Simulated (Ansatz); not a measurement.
# Single-point calculation, with input and output: Cu27O14 (part 2 of 2)

Continued. System: Cu27O14 (defect cell, 41 atoms in the cell). Method: DFT, LDA, plane waves, PAW, spin-polarised (Ansatz 0.2.0); cutoff 350 eV, 2×2×2 k-mesh, Gaussian smearing of 0.01 eV, collinear spins. The structure derives from a Materials Project entry. The settings are looser than a standard set-up, so the numbers are not reference values.

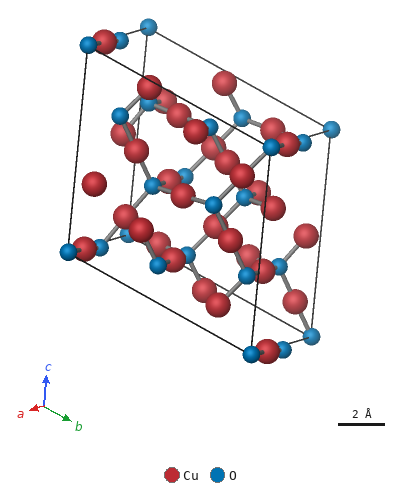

Figure 1. The input geometry (ball-and-stick view of the cell of the calculation, seen slightly off an axis).

Output, continued:
```
--- Forces (eV/Å), atoms counted from 1 ---
  atom   1  Cu     0.00177576     0.00082303     0.00134197
  atom   2  Cu    -0.00073059    -0.00226535    -0.00154446
  atom   3  Cu     0.00418577    -0.00614282    -0.00317890
  atom   4  Cu    -0.00312801     0.00732114     0.00341145
  atom   5  Cu     0.00115484     0.00165346     0.00133113
  atom   6  Cu    -0.00073706     0.00001009    -0.00127929
  atom   7  Cu    -0.00323840    -0.00139062    -0.00188592
  atom   8  Cu     0.00001910     0.01075330    -0.00475456
  atom   9  Cu    -0.00750678    -0.00167574    -0.00728942
  atom  10  Cu     0.00245484     0.00184859     0.00055376
  atom  11  Cu     0.00665777     0.00234655     0.00749713
  atom  12  Cu    -0.00028887    -0.00998780     0.00580767
  atom  13  Cu    -0.00036938    -0.00016373     0.00032871
  atom  14  Cu    -0.00513674    -0.00388078     0.00463906
  atom  15  Cu     0.00494875     0.00595744    -0.00853703
  atom  16  Cu    -0.00104009     0.00490447     0.00117140
  atom  17  Cu     0.00110474    -0.00648631    -0.00125428
  atom  18  Cu     0.00038637     0.00545447     0.00703892
  atom  19  Cu    -0.00015812    -0.00008576    -0.00101079
  atom  20  Cu     0.00016976    -0.00616432    -0.00603628
  atom  21  Cu    -0.00125872    -0.00278598     0.00310243
  atom  22  Cu    -0.00146627    -0.00065522    -0.00069470
  atom  23  Cu    -0.00066256     0.00363917    -0.00150847
  atom  24  Cu     0.00873840    -0.00404286    -0.00726126
  atom  25  Cu     0.00179581     0.00327109    -0.00145780
  atom  26  Cu    -0.00866074     0.00260341     0.00842224
  atom  27  Cu     0.00077460    -0.00397654     0.00148373
  atom  28  O      0.00219436     0.00505457    -0.01182142
  atom  29  O     -0.00228039    -0.00260877    -0.00191340
  atom  30  O     -0.00242905     0.00158095    -0.00191679
  atom  31  O     -0.00116128     0.00002025    -0.00141877
  atom  32  O      0.00325145     0.00265372     0.00512554
  atom  33  O     -0.00044791    -0.00147454    -0.00226770
  atom  34  O      0.00085760    -0.00278336    -0.00119939
  atom  35  O      0.00115207     0.00150583     0.00269061
  atom  36  O      0.00105503    -0.00632131     0.01307046
  atom  37  O     -0.00014804     0.00145943     0.00080363
  atom  38  O      0.00239314    -0.00088068     0.00028287
  atom  39  O      0.00120755     0.00165306     0.00015907
  atom  40  O     -0.00124512     0.00192298     0.00288464
  atom  41  O     -0.00418380    -0.00266453    -0.00291088
  max |Σ_I F_I| component: 4.93e-6 eV/Å
--- Band table (eV; the first three rows and the last of 8) ---
  k-point 0 ↑: bands = ["-100.4284", "-100.4283", "-100.4280", "-100.3909", "-100.3820", "-100.3813", "-100.3788", "-100.3788", "-100.3764", "-100.3762", ... 150 levels left out ..., "5.7938", "5.8294", "6.1568", "6.4874", "6.7705", "6.8336", "6.9386", "7.1028", "7.5227", "7.5786", "7.6234", "7.6855", "7.7466", "7.7606", "7.8266", "7.8449", "7.8590", "7.8771", "7.8980", "7.9385", "7.9539", "7.9849", "8.0455", "8.0658", "8.2201", "8.2931", "8.2993", "8.3240", "8.3726",
      "8.3965", "8.4194", "8.4329", "8.4408", "8.4616", "8.4696", "8.4781", "8.4847", "8.5071", "8.5134", "8.5333", "8.5355", "8.5544", "8.5793", "8.5984", "8.6095", "8.6141", "8.6264", "8.6430", "8.6539", "8.6725", "8.6919", "8.6937", "8.7026", "8.7212", "8.7241", "8.7436", "8.7513", "8.7606", "8.7735", "8.7820", "8.7980", "8.8000", "8.8207", "8.8252", "8.8335", "8.8600", "8.8627", "8.8919", "8.9246",
      "8.9398", "8.9512", "8.9641", "8.9720", "8.9751", "9.0055", "9.0199", "9.0260", "9.0354", "9.0553", "9.0646", "9.0778", "9.0868", "9.0943", "9.0975", "9.1224", "9.1266", "9.1434", "9.1552", "9.1619", "9.1721", "9.1794", "9.1911", "9.1943", "9.2046", "9.2106", "9.2353", "9.2387", "9.2850", "9.2893", "9.3160", "9.3251", "9.3317", "9.3477", "9.3576", "9.3863", "9.3947", "9.4130", "9.4344", "9.4397",
      "9.4536", "9.4651", "9.5004", "9.5287", "9.5398", "9.5720", "9.6099", "9.6516", "9.6970", "9.8154", "9.8277", "9.8894", "9.9233", "9.9795", "10.0243", "10.0736", "10.1691", "10.1923", "10.3082", "10.3796", "10.4442", "10.4873", "10.4960", "10.5978", "10.6409", "10.7336", "10.7630", "10.7979", "10.8426", "10.8489", "12.6752", "12.7152", "12.7650", "12.9986", "13.0331", "13.1390", "13.3042", "13.7858", "13.8244", "13.9157",
      "14.0191", "14.0389", "14.1127", "14.1504", "14.2361", "14.3414", "14.3772", "14.5099", "14.6933", "14.7225", "14.9813", "15.0328", "15.2989", "15.4513", "16.0378", "16.6688", "16.7005", "16.7318", "16.7604", "16.8242", "16.9026", "16.9631", "17.0464", "17.2350", "17.3382", "17.4927", "18.1091", "18.1846", "18.3660", "18.9538", "19.0018", "19.0248", "19.1443", "19.2486", "19.5020", "19.7502", "19.8725", "20.0754", "20.2046", "20.2503",
      "20.3989", "20.9095", "21.0009", "21.1701", "21.2303", "21.3043", "21.4067", "21.5220", "21.7327", "21.8338", "21.9560"]
  k-point 1 ↑: bands = ["-100.4284", "-100.4283", "-100.4280", "-100.3909", "-100.3820", "-100.3813", "-100.3788", "-100.3788", "-100.3764", "-100.3762", ... 150 levels left out ..., "5.8113", "5.9344", "6.1099", "6.4320", "6.6407", "7.0384", "7.1626", "7.3197", "7.3924", "7.5068", "7.5425", "7.5960", "7.6551", "7.7084", "7.7661", "7.8140", "7.8689", "7.9092", "7.9349", "7.9498", "7.9975", "8.0223", "8.0839", "8.1398", "8.1761", "8.2025", "8.2192", "8.2371", "8.3036",
      "8.3559", "8.3759", "8.4098", "8.4143", "8.4378", "8.4583", "8.4721", "8.4966", "8.5094", "8.5154", "8.5210", "8.5368", "8.5446", "8.5652", "8.5740", "8.5905", "8.6031", "8.6113", "8.6158", "8.6226", "8.6295", "8.6362", "8.6477", "8.6545", "8.6739", "8.6879", "8.7265", "8.7493", "8.7608", "8.7772", "8.8023", "8.8101", "8.8233", "8.8560", "8.8687", "8.8812", "8.8961", "8.9004", "8.9081", "8.9212",
      "8.9432", "8.9551", "8.9686", "8.9888", "9.0086", "9.0127", "9.0175", "9.0206", "9.0451", "9.0703", "9.0772", "9.0857", "9.0915", "9.1060", "9.1084", "9.1158", "9.1320", "9.1379", "9.1499", "9.1621", "9.1637", "9.1691", "9.1969", "9.2208", "9.2244", "9.2371", "9.2434", "9.2508", "9.2719", "9.2769", "9.2793", "9.2882", "9.3001", "9.3087", "9.3253", "9.3298", "9.3562", "9.3816", "9.4090", "9.4328",
      "9.4780", "9.4882", "9.5173", "9.5473", "9.6437", "9.6773", "9.6917", "9.7235", "9.7566", "9.8089", "9.8263", "9.8963", "9.9972", "10.0935", "10.1313", "10.1885", "10.1975", "10.2382", "10.3263", "10.4007", "10.4761", "10.4909", "10.5064", "10.5452", "10.5699", "10.6447", "10.6640", "10.6824", "10.7509", "10.9734", "12.2252", "13.0507", "13.0953", "13.1244", "13.1748", "13.3034", "13.3795", "13.5418", "13.5850", "13.6272",
      "13.7787", "13.9027", "13.9795", "14.0251", "14.2192", "14.3826", "14.5553", "14.6264", "14.7996", "14.9887", "15.0394", "15.2991", "15.4299", "15.5767", "15.8797", "16.0085", "16.1518", "16.2804", "16.5855", "16.7588", "16.8018", "17.4569", "17.5152", "17.6924", "17.8399", "17.9384", "18.0926", "18.3024", "18.4091", "18.6006", "18.7529", "18.9221", "19.0049", "19.3753", "19.5458", "19.6955", "19.7877", "19.9114", "19.9780", "20.0010",
      "20.3014", "20.4718", "20.6896", "20.7584", "21.0274", "21.2697", "21.3085", "21.7313", "21.8315", "22.2567", "22.5132"]
  k-point 2 ↑: bands = ["-100.4284", "-100.4283", "-100.4280", "-100.3909", "-100.3820", "-100.3813", "-100.3788", "-100.3788", "-100.3764", "-100.3762", ... 150 levels left out ..., "5.8717", "6.0107", "6.1490", "6.3841", "6.6717", "7.0208", "7.1463", "7.3100", "7.4066", "7.4967", "7.5483", "7.6296", "7.6470", "7.7024", "7.7794", "7.7951", "7.8666", "7.8850", "7.9399", "7.9547", "8.0241", "8.0624", "8.0705", "8.1267", "8.1666", "8.2013", "8.2224", "8.2431", "8.2987",
      "8.3285", "8.3942", "8.4012", "8.4095", "8.4190", "8.4337", "8.4590", "8.4947", "8.5035", "8.5192", "8.5274", "8.5340", "8.5451", "8.5511", "8.5812", "8.5842", "8.5940", "8.6077", "8.6150", "8.6278", "8.6384", "8.6430", "8.6634", "8.6662", "8.6871", "8.7064", "8.7246", "8.7501", "8.7686", "8.7893", "8.7927", "8.8119", "8.8396", "8.8449", "8.8578", "8.8602", "8.8836", "8.8959", "8.9162", "8.9214",
      "8.9433", "8.9584", "8.9739", "8.9823", "8.9976", "9.0075", "9.0119", "9.0259", "9.0573", "9.0642", "9.0729", "9.0894", "9.1005", "9.1009", "9.1054", "9.1238", "9.1254", "9.1380", "9.1479", "9.1537", "9.1631", "9.1775", "9.1868", "9.2048", "9.2148", "9.2258", "9.2381", "9.2560", "9.2619", "9.2674", "9.2774", "9.2855", "9.2935", "9.3154", "9.3573", "9.3730", "9.3810", "9.3927", "9.4022", "9.4445",
      "9.4631", "9.4872", "9.5088", "9.5388", "9.6466", "9.6728", "9.7014", "9.7223", "9.7531", "9.7897", "9.7976", "9.8751", "9.9788", "10.1284", "10.1487", "10.1735", "10.2168", "10.2310", "10.3505", "10.4614", "10.4653", "10.4862", "10.4997", "10.5326", "10.5795", "10.5971", "10.6360", "10.7358", "10.7845", "10.9631", "12.2149", "13.0535", "13.0789", "13.1385", "13.2060", "13.2905", "13.3716", "13.4949", "13.5828", "13.6124",
      "13.7730", "13.9217", "13.9969", "14.1084", "14.2258", "14.3448", "14.5691", "14.6502", "14.7467", "14.9284", "15.1323", "15.3516", "15.4160", "15.4963", "15.8601", "16.0332", "16.1475", "16.2619", "16.4251", "16.7587", "16.8431", "17.3774", "17.5818", "17.6924", "17.8947", "17.9805", "18.2082", "18.2509", "18.4565", "18.5417", "18.7086", "18.9653", "19.2888", "19.3868", "19.4993", "19.5841", "19.7873", "19.8921", "19.9805", "20.1143",
      "20.3463", "20.4320", "20.5319", "20.6903", "20.9108", "21.2396", "21.3091", "21.7129", "21.9458", "22.1905", "22.4644"]
  k-point 3 ↓: bands = ["-100.4139", "-100.4138", "-100.4120", "-100.3823", "-100.3591", "-100.3589", "-100.3589", "-100.3584", "-100.3554", "-100.3553", ... 150 levels left out ..., "5.7882", "5.9219", "6.1418", "6.4587", "6.6472", "7.0627", "7.1414", "7.3403", "7.3940", "7.5255", "7.5414", "7.6178", "7.6792", "7.7471", "7.7881", "7.8294", "7.8951", "7.9264", "7.9441", "7.9627", "8.0380", "8.0490", "8.0919", "8.0997", "8.1795", "8.2174", "8.2260", "8.2770", "8.3201",
      "8.3513", "8.3904", "8.4155", "8.4255", "8.4390", "8.4529", "8.4588", "8.4988", "8.5345", "8.5359", "8.5450", "8.5601", "8.5716", "8.5810", "8.5843", "8.5914", "8.6080", "8.6100", "8.6244", "8.6355", "8.6405", "8.6523", "8.6590", "8.6776", "8.6819", "8.6907", "8.7232", "8.7499", "8.7803", "8.7993", "8.8140", "8.8205", "8.8373", "8.8644", "8.8723", "8.8936", "8.9083", "8.9262", "8.9386", "8.9414",
      "8.9597", "8.9610", "8.9777", "8.9852", "9.0045", "9.0150", "9.0463", "9.0521", "9.0574", "9.0682", "9.0929", "9.0974", "9.1084", "9.1211", "9.1301", "9.1355", "9.1454", "9.1495", "9.1682", "9.1730", "9.1744", "9.1894", "9.2077", "9.2218", "9.2344", "9.2434", "9.2606", "9.2787", "9.2899", "9.2958", "9.3022", "9.3137", "9.3234", "9.3290", "9.3500", "9.3767", "9.3833", "9.3941", "9.4041", "9.4371",
      "9.4690", "9.4962", "9.5321", "9.5666", "9.6257", "9.6629", "9.7105", "9.7280", "9.7498", "9.8104", "9.8466", "9.9005", "10.0805", "10.0861", "10.1516", "10.1909", "10.2178", "10.2331", "10.3234", "10.4145", "10.4776", "10.5225", "10.5404", "10.5673", "10.5888", "10.6516", "10.6914", "10.7435", "10.7799", "10.9849", "12.2453", "13.0491", "13.0975", "13.1378", "13.2397", "13.3474", "13.3875", "13.4709", "13.5320", "13.6312",
      "13.7915", "13.8782", "14.0255", "14.1137", "14.2966", "14.3729", "14.4469", "14.6344", "14.8196", "15.1164", "15.1583", "15.3652", "15.4175", "15.5786", "15.6615", "16.0474", "16.0920", "16.2822", "16.4187", "16.7543", "16.8487", "17.4078", "17.5195", "17.6118", "17.9908", "18.0150", "18.2439", "18.3690", "18.4124", "18.5601", "18.6634", "19.0089", "19.1519", "19.3778", "19.5900", "19.7821", "19.8278", "19.8523", "19.9843", "20.1864",
      "20.1943", "20.3233", "20.5445", "20.6937", "20.8379", "21.2708", "21.3623", "21.7845", "21.9553", "22.1492", "22.5124"]
```

Results in brief:

```csv
quantity,value
outcome,converged
electrons treated,597
free energy,−184756.1261 eV
Fermi energy,10.969 eV
gap on the k-point mesh,none (metallic)
net moment of the cell,0.49 μB
integrated absolute moment,0.51 μB
largest force (length of the vector),0.015 eV/Å
wall time,1.9 min (CPU time 6.9 min)
peak memory,3 GiB
```

Settings chosen away from the usual ones: basis.ecutwfc set to 350 eV (from 420). These settings are looser than, or depart from, a standard set-up, so the numbers are not reference values for this system. Warnings of the run: the cutoff is below the recommended one.
